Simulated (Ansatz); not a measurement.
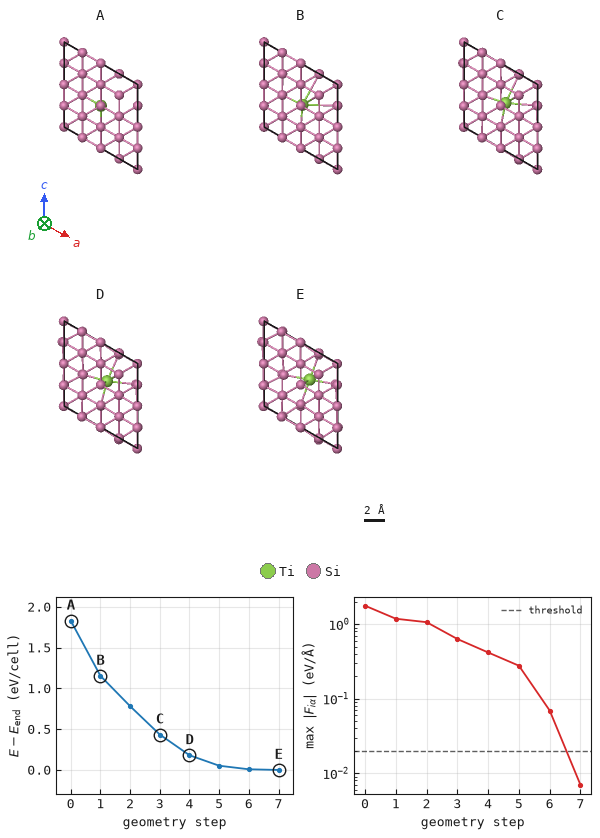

Frames of a relaxation of a defect cell of composition TiSi₃₀, marked on the history of the run. Style: ball-and-stick. Shown: the cell of the calculation (origin shifted), along the b axis.

Case: Ti on a Si site beside a Si vacancy, charge +0, atoms relaxed.

All numbers below come from Ansatz 0.2.0, DFT PBE, scalar-relativistic, plane waves, PAW. (plane-wave cutoff 420 eV; k-point mesh 2 × 2 × 2; occupations gaussian; smearing width 0.02 eV; mesh shifted by (0.5, 0.5, 0.5); no spin polarisation; atoms relaxed in a fixed cell; force threshold 0.02 eV/Å; at most 60 steps)

What happens along the run?

Answer. After 7 geometry steps the energy has fallen by 1.831 eV per cell of the calculation. Largest force component: 1.8 eV/Å at the start, 0.007 eV/Å at the end. The atom that moves furthest is the Ti atom (1.15 Å along [1 1 1]). By element the largest moves are Ti 1.15 Å, Si 0.23 Å. The cell doesn't change. Among the contacts that change: Si–Ti 3.868 → 2.781 Å, Si–Ti 2.369 → 2.779 Å, Si–Si 2.369 → 2.411 Å, Si–Si 2.369 → 2.384 Å. New bonds form: Si–Ti (3.87 → 2.78 Å). Among the angles between lasting bonds that change: Si–Ti–Si 109.5° → 79.4°, Ti–Si–Si 109.5° → 136.0°, Ti–Si–Si 109.5° → 101.5°. The run took 50 s on 4 threads of Arm Neoverse V1 (shared host), peak memory 0.99 GiB. From step 0 to 1: the Ti atom moves most (0.19 Å), energy −0.677 eV per cell of the calculation. From step 1 to 3: the Ti atom moves most (0.39 Å), energy −0.720 eV per cell of the calculation. From step 3 to 4: the Ti atom moves most (0.19 Å), energy −0.254 eV per cell of the calculation. From step 4 to 7: the Ti atom moves most (0.36 Å), energy −0.180 eV per cell of the calculation.

```
step  E − E(0), meV/atom  largest force component, eV/Å
   0                0.00                         1.7710
   1              -21.83                         1.1840
   2              -33.84                         1.0643
   3              -45.06                         0.6330
   4              -53.25                         0.4175
   5              -57.39                         0.2772
   6              -58.80                         0.0694
   7              -59.06                         0.0070
```
